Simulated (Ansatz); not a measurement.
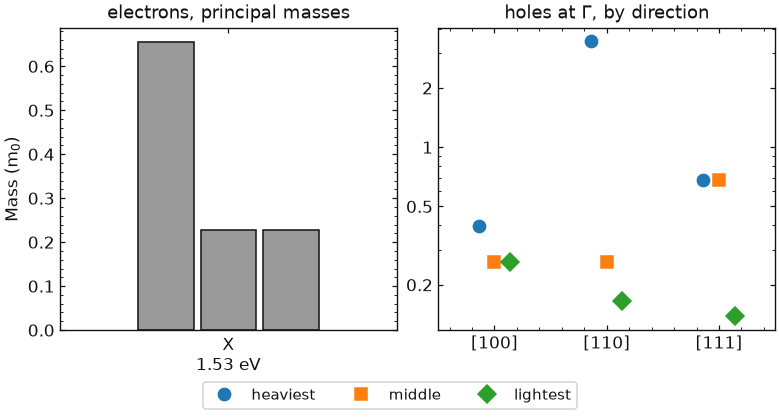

Effective masses at the band extrema of antifluorite-type Be$_{2}$C, space group Fm-3m (No. 225), 3 atoms in the primitive cell, in a cell relaxed beforehand (cubic a = 4.321 Å), in units of the free-electron mass, from finite differences of the levels. Left, the three principal masses of each conduction valley, with its energy above the valence top; right, the masses of the bands that meet at the valence top.

Method: r2SCAN, Ansatz PAW set, no spin polarisation, no spin-orbit coupling, 10×10×10 k mesh, 500 eV cutoff, fixed occupations (Ansatz 0.2.0).

**What are the masses of the lowest valley?**

It lies at X, 1.53 eV above the valence top, with one mass of 0.655 and two of 0.228. Its 3 equivalent valleys give a density-of-states mass N^(2/3) (m1 m2 m3)^(1/3) = 0.674, and averaged over them a conductivity mass 3/(1/m1 + 1/m2 + 1/m3) = 0.291.

**How do the hole masses depend on direction?**

Along [100] 0.397, 0.261 and 0.261; along [110] 3.45, 0.261 and 0.165; along [111] 0.68, 0.68 and 0.138.

The PAW data sets were made with another functional. LDA, GGA and most meta-GGA functionals understate gaps. Without spin-orbit coupling the bands that meet at the top aren't the heavy and light holes of experiment. An understated gap makes light masses too light.
